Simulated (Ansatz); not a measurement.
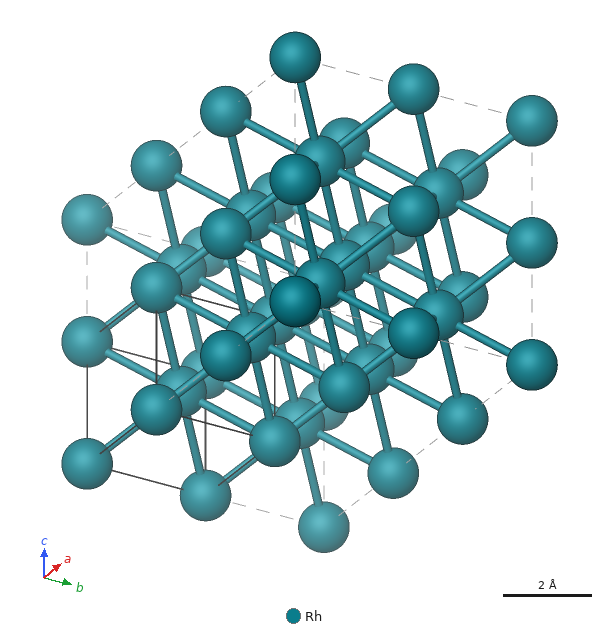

Figure: ball-and-stick view from a general direction. 3×2×2 cells are drawn; the solid outline is the conventional unit cell.

The element is rhodium. The atoms follow space group Im-3m (No. 229); the Bravais lattice is body-centred cubic. The arrangement is known as body-centred cubic (W type). The cell holds two atoms. Rh sits among eight Rh in a cubic arrangement at about 2.7 Å. The bonds build a three-dimensional framework.

The structure comes from a structure listed in the Materials Project, with elements exchanged, so it need not be a known form of the compound. The cell was then strained or its atoms displaced on purpose. It went into a calculation with Ansatz.

At this level of theory the cell isn't at rest (stretched, at -21 GPa), so its distances can differ from those at equilibrium, the more so the softer the solid.
